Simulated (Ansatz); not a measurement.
Geometry relaxation of ZnO

- system: ZnO (P6₃mc, 4 atoms in the cell)
- method: DFT PBE, scalar-relativistic, plane waves, PAW, no spin polarisation (Ansatz 0.2.0)

The structure was made by a generator, so it may or may not be a known phase.

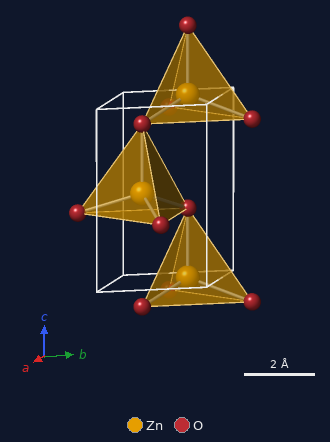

**Figure 1.** The structure as given in the input (polyhedral view of the cell of the calculation, seen slightly off an axis; polyhedra are completed across the faces of the cell).

Key numbers:

- outcome: converged
- space group (tolerance 0.01 Å): P6₃mc (186)
- electrons treated: 36
- free energy: −7773.6930 eV
- Fermi energy: 7.078 eV
- gap on the k-point mesh: 0.74 eV
- pressure: −0.01 GPa
- final volume: 49.31 Å³
- largest force (length of the vector) at the end: 0.004 eV/Å
- final cell: a = 3.280 Å, b = 3.280 Å, c = 5.293 Å, α = 90.00°, β = 90.00°, γ = 120.00°
- hardware: 1 thread of Intel Xeon @ 2.90GHz (Ice Lake), 64 GiB of memory available, shared host
- wall time: 17 s
- peak memory: 0.4 GiB

The input:
```yaml
crystal:
  lattice:
    - [3.2796150119, 0.0, 0.0]
    - [-1.639807506, 2.8402299149, 0.0]
    - [0.0, 0.0, 5.2887557639]
  atoms:
    - { symbol: Zn, position: [0.6666666667, 0.3333333333, 0.5003047199] }
    - { symbol: Zn, position: [0.3333333333, 0.6666666667, 0.0003047199] }
    - { symbol: O, position: [0.6666666667, 0.3333333333, 0.8800052801] }
    - { symbol: O, position: [0.3333333333, 0.6666666667, 0.3800052801] }
basis:
  ecutwfc: 420
kpoints:
  mp_grid: { grid: [9, 9, 6] }
hamiltonian:
  xc: pbe
scf:
  occupations: { method: gaussian, width: 0.02 }
output:
  forces: true
  stress: true
  eigenvalues: true
  write_density: true
  write_potential: true
  elf: true
  volumetric_format: npy
relax:
  adjacent_minimum: "off"
  f_tol: 0.01
  max_steps: 80
  cell: { stress_tol: 0.05 }
```

Launched with:
```bash
ansatz run input.yaml --threads 1 --pin off --max-ram 2048MiB --backend cpu --events-out ev --progress --plain --runs-dir out
```

Output:
```
Engine: ansatz 0.2.0, x86_64-unknown-linux-gnu
Pseudopotentials: kind: paw
Pseudopotential: Zn, paw, valence charge 12, recommended cutoff 420 eV (normal), Zn.paw.azcp
Pseudopotential: O, paw, valence charge 6, recommended cutoff 420 eV (normal), O.paw.azcp
Functional definition: PBE
  parameter kappa = 0.804
  parameter beta = 0.06672455060314922
  exchange = pbe_x(kappa = kappa, mu = beta*pi^2/3)
  correlation = pbe_c(beta = beta)
Crystal: 4 atoms, lattice volume = 49.264 Å³
Basis set: ecut = 420 eV, 989 PW (Γ), exchange–correlation on 48×48×72 points (8 copies of the dense FFT grid, shifted against one another)
Bands: 22, of which v1, the nominal top of the filled ones, is band 18 counted from 1 (17 counted from 0)
Symmetry: 12 space group operations
Space group: P63mc (ITA 186), of the structure as read, at distance tolerance 3.7e-5 Å
k-points: 48 of 486 (time reversal used)
Non-local potential: Zn, projectors of the file, l = 0: 2, l = 1: 2, l = 2: 3, l = 3: 1
Non-local potential: O, projectors of the file, l = 0: 2, l = 1: 2, l = 2: 1
PAW form: soft (Blöchl's): semilocal exchange-correlation on the pseudo side does not see the compensation charge
PAW one-centre angular grid: Zn, 590 points (default); XC on 64 Gauss nodes
PAW one-centre angular grid: O, 110 points (default); XC on 64 Gauss nodes
Initial density: superposition of atomic densities (neutral atoms: chi_scale 0, normalization atom), corrected by the library's trained network
Initial wavefunctions: pseudopotential atomic-orbital guess
Functional: x = pbe(κ = 0.804, μ = 0.2195149727645171), c = pbe(β = 0.06672455060314922)
SCF iter   1: F=—  HF=-7773.691514 eV  |F-HF|=—  |Δ(HF+E_count)|=         —  Δρ=6.22e-4  dr2=6.51e-5  ethr=1.77e-3  ⟨swp⟩=6.0  Hψ=4700  notcnv=0
preconditioner: auto → Resta (q_TF=auto, 2.589 Å⁻¹)  ε∞=7.5  [insulator: Δε(μ)=0.746 eV  Ē_g=12.464 eV  σ=0.020 eV  W_gap=1.00  n_scr=22 (ndim 8)  ℏωp=31.7 eV  f_vac=0.043  D(μ)=0.00/eV (n_scr^D=0)  ε∞_Penn≈7.5]
SCF iter   2: F=—  HF=-7773.692900 eV  |F-HF|=—  |Δ(HF+E_count)|=   1.39e-3  Δρ=4.11e-4  dr2=2.75e-5  ethr=1.81e-7  ⟨swp⟩=3.0  Hψ=2901  notcnv=0
SCF iter   3: F=—  HF=-7773.692966 eV  |F-HF|=—  |Δ(HF+E_count)|=   6.55e-5  Δρ=2.42e-4  dr2=1.23e-5  ethr=7.64e-8  ⟨swp⟩=2.0  Hψ=1824  notcnv=0
SCF iter   4: F=—  HF=-7773.693012 eV  |F-HF|=—  |Δ(HF+E_count)|=   4.64e-5  Δρ=6.74e-5  dr2=1.21e-6  ethr=3.42e-8  ⟨swp⟩=2.0  Hψ=1785  notcnv=0
SCF iter   5: F=—  HF=-7773.693016 eV  |F-HF|=—  |Δ(HF+E_count)|=   4.17e-6  Δρ=1.68e-5  dr2=8.39e-8  ethr=3.36e-9  ⟨swp⟩=2.0  Hψ=1823  notcnv=0
SCF iter   6: F=-7773.693017 eV  HF=-7773.693017 eV  |F-HF|=8.19e-9  |Δ(HF+E_count)|=   4.76e-7  Δρ=8.65e-6  dr2=2.90e-8  ethr=2.33e-10  ⟨swp⟩=9.0  Hψ=7923  notcnv=0
SCF 1 converged in 6 iterations: F = -7773.693017 eV  dr2 = 2.90e-8
  greatest PAW one-centre occupation: 0.987 electrons in one spin orbital (limit 2), on the Zn atom at site 1 (counted from 0), in its partial waves of l = 2
relax step   1: F+E_penalty+E_count = -7773.69301696 eV  Δ(F+E_penalty+E_count) = +0.000e0 eV  max|allowed force component| = 1.139e-2 eV/Å  Δτ_max = 0.0000 Å  P = +0.108 GPa  Ω = 49.264 Å³  (6 SCF iters, dr2 threshold 1.00e-7 eV, accepted)
Crystal: 4 atoms, lattice volume = 49.286 Å³
Initial density: handed on by an earlier stage of this run
Initial wavefunctions: those handed on with the density
iter 1 solved again at ethr=6.27e-9 eV; its pass at ethr=3.10e-3 eV (dr2=2.26e-6 eV) is discarded
SCF iter   1: F=—  HF=-7773.692910 eV  |F-HF|=—  |Δ(HF+E_count)|=         —  Δρ=9.15e-5  dr2=2.08e-6  ethr=6.27e-9  ⟨swp⟩=2.3  Hψ=5195  notcnv=0
preconditioner: auto → Resta (q_TF=auto, 2.589 Å⁻¹)  ε∞=7.5  [insulator: Δε(μ)=0.745 eV  Ē_g=12.459 eV  σ=0.020 eV  W_gap=1.00  n_scr=22 (ndim 8)  ℏωp=31.7 eV  f_vac=0.043  D(μ)=0.00/eV (n_scr^D=0)  ε∞_Penn≈7.5]
SCF iter   2: F=—  HF=-7773.692943 eV  |F-HF|=—  |Δ(HF+E_count)|=   3.35e-5  Δρ=4.27e-5  dr2=4.31e-7  ethr=5.79e-9  ⟨swp⟩=2.0  Hψ=1883  notcnv=0
SCF iter   3: F=—  HF=-7773.692943 eV  |F-HF|=—  |Δ(HF+E_count)|=   8.53e-8  Δρ=1.36e-5  dr2=8.52e-8  ethr=1.20e-9  ⟨swp⟩=2.0  Hψ=1647  notcnv=0
SCF iter   4: F=-7773.692943 eV  HF=-7773.692943 eV  |F-HF|=5.73e-9  |Δ(HF+E_count)|=  8.39e-10  Δρ=5.97e-6  dr2=1.56e-8  ethr=1.08e-10  ⟨swp⟩=7.1  Hψ=6406  notcnv=0
SCF 2 converged in 4 iterations: F = -7773.692943 eV  dr2 = 1.56e-8
  greatest PAW one-centre occupation: 0.987 electrons in one spin orbital (limit 2), on the Zn atom at site 0 (counted from 0), in its partial waves of l = 2
relax step   2: F+E_penalty+E_count = -7773.69294316 eV  Δ(F+E_penalty+E_count) = +7.379e-5 eV  max|allowed force component| = 9.784e-3 eV/Å  Δτ_max = 0.0003 Å  P = +0.049 GPa  Ω = 49.286 Å³  energy of the carried Pulay correction = -9.529e-5 eV  (4 SCF iters, dr2 threshold 3.89e-8 eV, accepted)
Crystal: 4 atoms, lattice volume = 49.311 Å³
iter 1 solved again at ethr=2.53e-8 eV; its pass at ethr=3.10e-3 eV (dr2=9.09e-6 eV) is discarded
SCF iter   1: F=—  HF=-7773.692822 eV  |F-HF|=—  |Δ(HF+E_count)|=         —  Δρ=2.01e-4  dr2=8.95e-6  ethr=2.53e-8  ⟨swp⟩=2.0  Hψ=5172  notcnv=0
preconditioner: auto → Resta (q_TF=auto, 2.589 Å⁻¹)  ε∞=7.5  [insulator: Δε(μ)=0.743 eV  Ē_g=12.455 eV  σ=0.020 eV  W_gap=1.00  n_scr=22 (ndim 8)  ℏωp=31.7 eV  f_vac=0.043  D(μ)=0.00/eV (n_scr^D=0)  ε∞_Penn≈7.5]
SCF iter   2: F=—  HF=-7773.692854 eV  |F-HF|=—  |Δ(HF+E_count)|=   3.18e-5  Δρ=9.55e-5  dr2=2.01e-6  ethr=2.49e-8  ⟨swp⟩=2.0  Hψ=1735  notcnv=0
SCF iter   3: F=—  HF=-7773.692853 eV  |F-HF|=—  |Δ(HF+E_count)|=   4.63e-7  Δρ=2.37e-5  dr2=2.37e-7  ethr=5.57e-9  ⟨swp⟩=2.0  Hψ=1749  notcnv=0
SCF iter   4: F=—  HF=-7773.692853 eV  |F-HF|=—  |Δ(HF+E_count)|=   1.23e-8  Δρ=1.00e-5  dr2=4.43e-8  ethr=6.58e-10  ⟨swp⟩=2.0  Hψ=1824  notcnv=0
SCF iter   5: F=—  HF=-7773.692853 eV  |F-HF|=—  |Δ(HF+E_count)|=   3.31e-8  Δρ=8.67e-6  dr2=2.85e-8  ethr=3.48e-11  ⟨swp⟩=7.1  Hψ=6398  notcnv=0
SCF iter   6: F=-7773.692853 eV  HF=-7773.692853 eV  |F-HF|=2.08e-9  |Δ(HF+E_count)|=   8.63e-9  Δρ=1.61e-6  dr2=1.36e-9  ethr=3.48e-11  ⟨swp⟩=5.1  Hψ=6543  notcnv=0
SCF 3 converged in 6 iterations: F = -7773.692853 eV  dr2 = 1.36e-9
relax step   3: F+E_penalty+E_count = -7773.69285343 eV  Δ(F+E_penalty+E_count) = +8.974e-5 eV  max|allowed force component| = 3.809e-3 eV/Å  Δτ_max = 0.0008 Å  P = -0.020 GPa  Ω = 49.311 Å³  energy of the carried Pulay correction = -2.053e-4 eV  (6 SCF iters, dr2 threshold 1.25e-8 eV, accepted)
Initial wavefunctions: pseudopotential atomic-orbital guess (no wavefunctions were taken with the density)
iter 1 solved again at ethr=1.45e-7 eV; its pass at ethr=3.10e-3 eV (dr2=5.22e-5 eV) is discarded
SCF iter   1: F=—  HF=-7773.692727 eV  |F-HF|=—  |Δ(HF+E_count)|=         —  Δρ=1.95e-4  dr2=3.98e-7  ethr=1.45e-7  ⟨swp⟩=3.1  Hψ=7561  notcnv=0
preconditioner: auto → Resta (q_TF=auto, 2.589 Å⁻¹)  ε∞=7.5  [insulator: Δε(μ)=0.744 eV  Ē_g=12.456 eV  σ=0.020 eV  W_gap=1.00  n_scr=22 (ndim 8)  ℏωp=31.7 eV  f_vac=0.043  D(μ)=0.00/eV (n_scr^D=0)  ε∞_Penn≈7.5]
SCF iter   2: F=—  HF=-7773.692969 eV  |F-HF|=—  |Δ(HF+E_count)|=   2.42e-4  Δρ=9.90e-5  dr2=1.05e-7  ethr=1.11e-9  ⟨swp⟩=2.0  Hψ=1895  notcnv=0
SCF iter   3: F=—  HF=-7773.693040 eV  |F-HF|=—  |Δ(HF+E_count)|=   7.14e-5  Δρ=5.98e-6  dr2=4.00e-9  ethr=2.92e-10  ⟨swp⟩=2.2  Hψ=1726  notcnv=0
SCF iter   4: F=—  HF=-7773.693041 eV  |F-HF|=—  |Δ(HF+E_count)|=   1.34e-7  Δρ=1.46e-6  dr2=5.15e-10  ethr=1.11e-11  ⟨swp⟩=2.0  Hψ=1824  notcnv=0
SCF iter   5: F=—  HF=-7773.693041 eV  |F-HF|=—  |Δ(HF+E_count)|=  5.46e-12  Δρ=7.70e-7  dr2=1.29e-10  ethr=1.43e-12  ⟨swp⟩=2.0  Hψ=1824  notcnv=0
SCF iter   6: F=-7773.693041 eV  HF=-7773.693041 eV  |F-HF|=2.00e-11  |Δ(HF+E_count)|=  2.58e-10  Δρ=2.18e-7  dr2=9.72e-12  ethr=1.00e-12  ⟨swp⟩=5.5  Hψ=4846  notcnv=0
SCF 4 converged in 6 iterations: F = -7773.693041 eV  dr2 = 9.72e-12
relax step   4: F+E_penalty+E_count = -7773.69304056 eV  Δ(F+E_penalty+E_count) = -1.871e-4 eV  max|allowed force component| = 3.793e-3 eV/Å  Δτ_max = 0.0000 Å  P = -0.014 GPa  Ω = 49.311 Å³  stress off target by 2.83e-2 GPa  SCF on the basis re-selected at this cell (its energy is not comparable with the rows above)  (6 SCF iters)
```

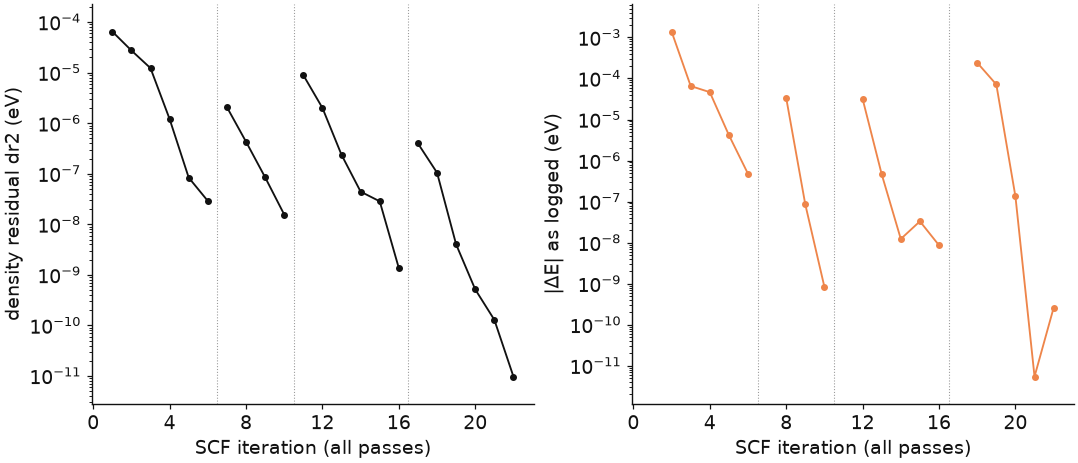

**Figure 2.** Convergence of the self-consistent field: density residual dr2 and size of the energy change against the SCF iteration. The dotted lines part the SCF passes of the relaxation: geometry steps, rejected trials and re-solves on a re-selected basis. The passes take 6, 4, 6 and 6 iterations.

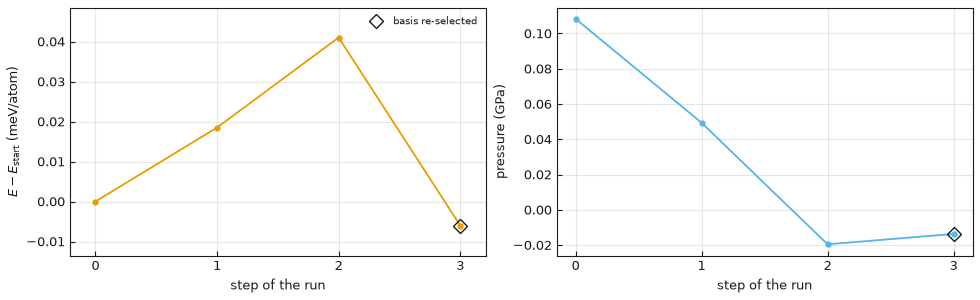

**Figure 3.** Progress of the relaxation, step by step (the first geometry is step 0 here and step 1 in the log). No atom moves by more than 0.005 Å relative to the cell. The energy rises by next to nothing (0.0 meV per atom) in 2 geometry steps. Largest force component: 0.011 eV/Å at the start, 0.0038 eV/Å at the end. The pressure goes from 0.11 to −0.01 GPa. A last SCF at the same geometry on a re-selected plane-wave basis shifts the energy by next to nothing (0.0 meV per atom).

```
basis re-selected at this cell: Δ(F+E_penalty+E_count) = -1.871e-4 eV, ΔP = +0.006 GPa vs the last step (what re-selecting the basis moved, of the pressure what is left beyond the Pulay correction that the steps carried, after the strain that the cell walked since its last selection, with what the two solves' SCF thresholds leave and, on support functions, any second-order correction that the steps lacked; it is no measure of the basis error at this ecutwfc). This SCF's stress stands 2.83e-2 GPa from its target on what of the cell is left free (relax.cell.stress_tol is 5.00e-2 GPa) and its largest allowed force component is 3.79e-3 eV/Å (relax.f_tol is 1.00e-2 eV/Å): within both
SCF converged after 6 iterations
Free energy (F): -7773.693041 eV
Harris-Foulkes:  -7773.693041 eV  (|F-HF|=2.00e-11)
Internal energy: -7773.693041 eV  (E = F + TS)
E sigma→0 (E₀):  -7773.693041 eV
Fermi energy:    7.078433 eV
--- Per-component energies (eV) ---
  E_band       = 50.841046
  E_kinetic    = 610.029961
  E_local      = -4056.301630  (includes V_loc(G=0)·N_el)
  E_nonlocal   = 1335.260675
  E_hartree    = 1665.385837
  E_xc         = -419.296627
  E_vxc        = -288.957254  (∫ρ·V_xc dr)
  E_paw        = -3980.689771  (= ΣΔE_a)
  E_vpaw       = -879.966505  (= ΣTr[D̂ρ^β])
  E_aug_tail   = 0.004115  (compensation charges beyond the density's cutoff)
  E_ewald      = -2928.085601
  E_smearing   = -0.000000  (= −TS)
  E_closure    = -0.000000  (closes the sum)
  Σ components = -7773.693041   (vs F -7773.693041, Δ=0.00e0)
--- Forces (eV/Å), atoms counted from 1 ---
  atom   1  Zn    -0.00000000     0.00000000     0.00379420
  atom   2  Zn     0.00000000    -0.00000000     0.00379420
  atom   3  O      0.00000000     0.00000000    -0.00379237
  atom   4  O      0.00000000     0.00000000    -0.00379237
  max |Σ_I F_I| component: 3.66e-6 eV/Å
--- Stress (GPa, compression-positive) ---
       -0.006372       0.000000      -0.000000
        0.000000      -0.006372      -0.000000
       -0.000000      -0.000000      -0.028314
  P = ⅓ Tr σ = -0.0137 GPa (-0.137 kbar)
--- Band table (eV; the first three rows and the last of 48) ---
  k-point 0: bands = ["-11.0949", "-10.4259", "1.1611", "1.1611", "1.2027", "1.3421", "1.3421", "1.3424", "2.2354", "2.2354", "2.4273", "2.4273", "2.6950", "5.9572", "5.9572", "6.6264", "6.7063", "6.7063", "7.4502", "11.8183", "14.7830", "19.4596"]
  k-point 1: bands = ["-11.0523", "-10.4730", "1.1591", "1.1677", "1.1677", "1.2085", "1.3239", "1.3239", "2.2530", "2.2530", "2.4198", "2.4198", "3.0124", "6.0085", "6.0085", "6.0639", "6.6574", "6.6574", "8.0964", "11.5844", "14.9951", "19.4655"]
  k-point 2: bands = ["-10.9342", "-10.5999", "1.0393", "1.0635", "1.1896", "1.1896", "1.2790", "1.2790", "2.2976", "2.2976", "2.3946", "2.3946", "3.6934", "5.2769", "6.1477", "6.1477", "6.5228", "6.5228", "9.0832", "10.9579", "15.6141", "18.0216"]
  k-point 47: bands = ["-10.2950", "-10.2950", "1.1873", "1.1873", "1.3839", "1.3839", "1.8894", "1.8894", "2.2440", "2.2440", "2.7211", "2.7211", "3.0699", "3.0699", "4.1271", "4.1271", "5.5235", "5.5235", "14.5103", "14.5103", "14.6689", "14.6689"]
--- Relaxed structure (3 steps of the walk, 3 accepted, 1 SCFs on fresh bases) ---
  F+E_penalty+E_count = -7773.69304056 eV   max|allowed force component| = 3.793e-3 eV/Å   (the final SCF, on the basis selected at the relaxed cell)
  cell:  # Å, volume = 49.3108 Å³
    - [3.2798364057731457, 2.8869475969172895e-11, 3.589595309399395e-36]
    - [-1.6399182029115746, 2.840421647642156, -4.903478381999762e-36]
    - [5.788634584871849e-36, -5.788634584871849e-36, 5.293060066216401]
  atoms:
    - { symbol: Zn, position: [0.6666666666666667, 0.3333333333333334, 0.5005247961936757] }
    - { symbol: Zn, position: [0.33333333333333337, 0.6666666666666667, 0.0005247961936757819] }
    - { symbol: O, position: [0.6666666666666667, 0.3333333333333334, 0.8797852038063241] }
    - { symbol: O, position: [0.33333333333333337, 0.6666666666666667, 0.3797852038063243] }
```

Trajectory as extended XYZ (Å, eV, eV/Å), 4 frames, from step=1 to step=4:
```
4
Lattice="3.2796 0.0000 0.0000 -1.6398 2.8402 0.0000 0.0000 0.0000 5.2888" Properties=species:S:1:pos:R:3:forces:R:3 step=1 energy=-7773.69302 pressure_GPa=0.11
Zn    1.6398    0.9467    2.6460    0.0000   0.0000   0.0114
Zn    0.0000    1.8935    0.0016    0.0000   0.0000   0.0114
O     1.6398    0.9467    4.6541    0.0000   0.0000  -0.0114
O     0.0000    1.8935    2.0098    0.0000   0.0000  -0.0114
4
Lattice="3.2798 0.0000 0.0000 -1.6399 2.8404 0.0000 0.0000 0.0000 5.2906" Properties=species:S:1:pos:R:3:forces:R:3 step=2 energy=-7773.69294 pressure_GPa=0.05
Zn    1.6399    0.9468    2.6473    0.0000   0.0000   0.0097
Zn    0.0000    1.8936    0.0020    0.0000   0.0000   0.0097
O     1.6399    0.9468    4.6554    0.0000   0.0000  -0.0098
O     0.0000    1.8936    2.0101    0.0000   0.0000  -0.0098
4
Lattice="3.2798 0.0000 0.0000 -1.6399 2.8404 0.0000 0.0000 0.0000 5.2931" Properties=species:S:1:pos:R:3:forces:R:3 step=3 energy=-7773.69285 pressure_GPa=-0.02
Zn    1.6399    0.9468    2.6493    0.0000   0.0000   0.0038
Zn    0.0000    1.8936    0.0028    0.0000   0.0000   0.0038
O     1.6399    0.9468    4.6568    0.0000   0.0000  -0.0038
O     0.0000    1.8936    2.0102    0.0000   0.0000  -0.0038
4
Lattice="3.2798 0.0000 0.0000 -1.6399 2.8404 0.0000 0.0000 0.0000 5.2931" Properties=species:S:1:pos:R:3:forces:R:3 step=4 energy=-7773.69304 pressure_GPa=-0.01
Zn    1.6399    0.9468    2.6493    0.0000   0.0000   0.0038
Zn    0.0000    1.8936    0.0028    0.0000   0.0000   0.0038
O     1.6399    0.9468    4.6568    0.0000   0.0000  -0.0038
O     0.0000    1.8936    2.0102    0.0000   0.0000  -0.0038
```

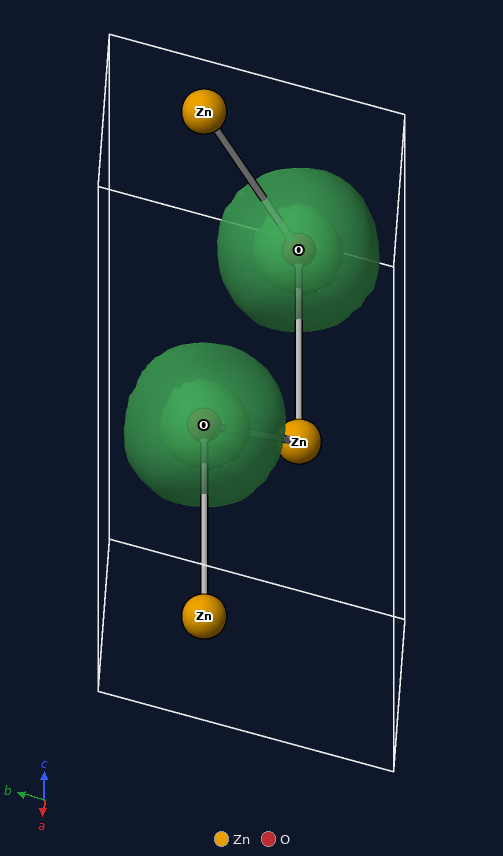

**Figure 4.** Isosurface of the electron localisation function at 0.75 (green), seen at an oblique angle. Core shells and regions of very low density are left out. Sticks mark near contacts. The outline is the cell set on symmetry axes. Values along the shortest contacts: Zn–O (2.00 Å): the ELF is about 0.25 at the midpoint. Core electrons are frozen (PAW), so the fields are smoothed inside the atomic spheres.

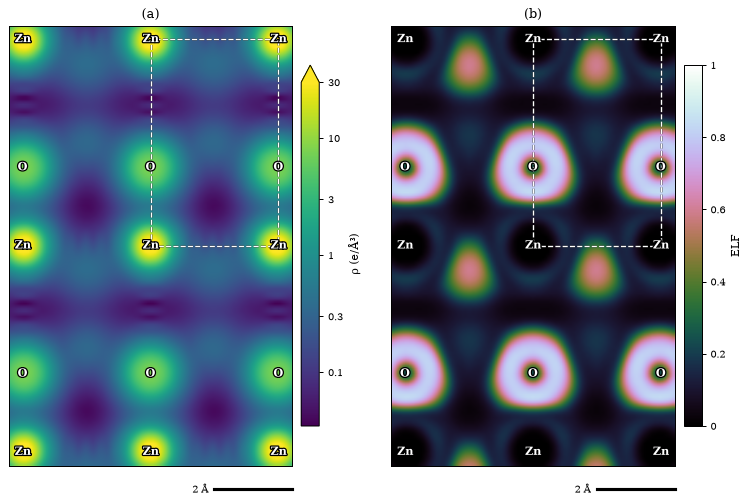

**Figure 5.** (a) valence electron density; (b) ELF on the (100) plane of the conventional cell. The section cuts through Zn and O sites. Zn–O (2.01 Å): ρ is about 0.55 e/Å³ halfway; the ELF is about 0.25 at the midpoint. Away from the nuclei the density in this plane falls to 0.03 e/Å³ at its lowest.
